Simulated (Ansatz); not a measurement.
Given this structure, coordinates from a relaxation with DFT PBE, scalar-relativistic, plane waves, PAW (Ansatz); the starting structure was generated, so it need not be a known form of this composition, written in its standard cell:

Space group P4_2/mnm (No. 136). a = 5.299 Å, b = 5.299 Å, c = 3.020 Å, α = 90.00°, β = 90.00°, γ = 90.00°
```csv
atom,site,symmetry,x,y,z
H,4f,m.2m,0.3679,0.3679,0.0000
Se,2a,m.mm,0.0000,0.0000,0.0000
```

What does the kinematic electron diffraction pattern along [101] look like at 120 kV (B = 0.3 Å²)?

The spots form a rectangular net whose two shortest vectors correspond to d = 5.30 Å and 2.62 Å, 90.0° apart. They are 0 1 0 (itself extinct) and 1 0 -1. The pattern has symmetry 2mm. A screw axis and a glide plane both extinguish reflections such as 0 1 0, 0 3 0, 0 5 0; reflections such as 1 -3 -1, 1 3 -1, 2 -1 -2 are allowed but too weak to see at this display level.

Strongest reflections with d > 0.80 Å, one of each family (|F|² from tabulated Gaussian fits of the electron scattering factors, times a small damping for the curvature of the Ewald sphere):

```json
{"hkl": "0 2 0", "d (Å)": "2.650", "I (strongest = 100)": "100"}
{"hkl": "1 0 -1", "d (Å)": "2.624", "I (strongest = 100)": "82"}
{"hkl": "1 2 -1", "d (Å)": "1.864", "I (strongest = 100)": "54"}
{"hkl": "2 0 -2", "d (Å)": "1.312", "I (strongest = 100)": "23"}
{"hkl": "1 4 -1", "d (Å)": "1.183", "I (strongest = 100)": "21"}
{"hkl": "0 4 0", "d (Å)": "1.325", "I (strongest = 100)": "18"}
```

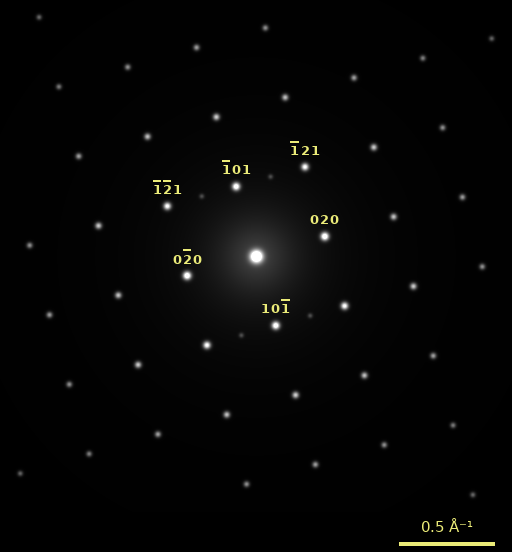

Calculated pattern, seen from the source side with [101] pointing towards the source.
